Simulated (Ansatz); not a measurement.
Consider Al6Ru5 (slab).

```cif
data_structure
_symmetry_space_group_name_H-M 'P 1'
_symmetry_Int_Tables_number 1
_cell_length_a 2.9826
_cell_length_b 2.9826
_cell_length_c 29.9131
_cell_angle_alpha 90.000
_cell_angle_beta 90.000
_cell_angle_gamma 90.000
_cell_volume 266.11
loop_
_atom_site_label
_atom_site_type_symbol
_atom_site_fract_x
_atom_site_fract_y
_atom_site_fract_z
_atom_site_occupancy
Al1 Al 0.00000 0.00000 0.25073 1
Ru1 Ru 0.50000 0.50000 0.30058 1
Al2 Al 0.00000 0.00000 0.35044 1
Ru2 Ru 0.50000 0.50000 0.40029 1
Al3 Al 0.00000 0.00000 0.45015 1
Ru3 Ru 0.50000 0.50000 0.50000 1
Al4 Al 0.00000 0.00000 0.54985 1
Ru4 Ru 0.50000 0.50000 0.59971 1
Al5 Al 0.00000 0.00000 0.64956 1
Ru5 Ru 0.50000 0.50000 0.69942 1
Al6 Al 0.00000 0.00000 0.74927 1
```

Changed on purpose from its base cell (repeats removed: -2); not relaxed (largest force 1.7 eV/Å); computed without spin polarisation.

Computed with DFT r2SCAN, scalar-relativistic, plane waves, PAW in Ansatz 0.2.0.

Question: What will maps of the valence pseudo-density and electron localisation function show?

Answer: Al–Ru (2.58 Å): the density is about 0.36 e/Å³ at the midpoint; the ELF is about 0.35 at the midpoint.

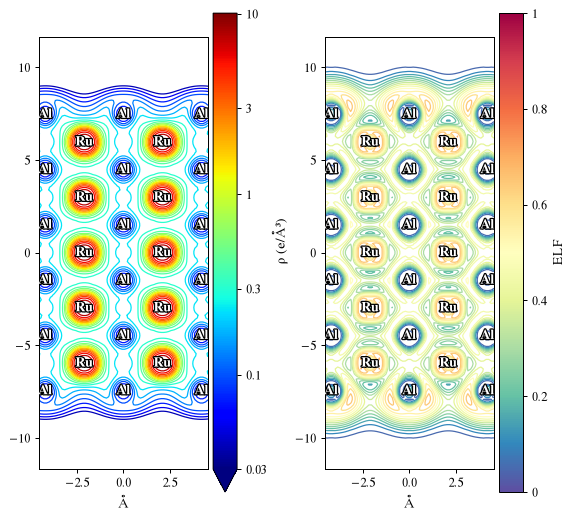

Computed valence pseudo-density and electron localisation function on the (110) plane of the calculation cell, a cut from vacuum to vacuum, in this order. 

Core electrons are frozen (PAW), and the valence fields are smoothed inside the atomic spheres.
